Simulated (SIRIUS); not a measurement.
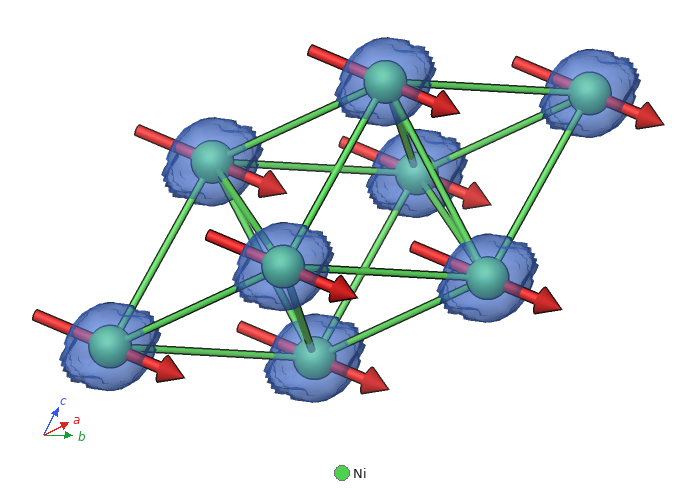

Ni. Isosurface of the size of the magnetisation density at 0.4 e/Å³ (blue), with the spin moments of the magnetic sites as arrows; seen at an oblique angle.

Space group Fm-3m; a structure from a database of computed crystals, not necessarily the ambient phase.

These are results of SIRIUS, Kohn-Sham DFT of a periodic cell, PBE, spin-orbit coupling, all-electron FP-LAPW, not measurements.

The calculation treats all electrons.

Describe the magnetic structure.

Answer. Spin moments: Ni 0.7 μB. There is one magnetic site in the cell, along [1 1 −1] of the cell.
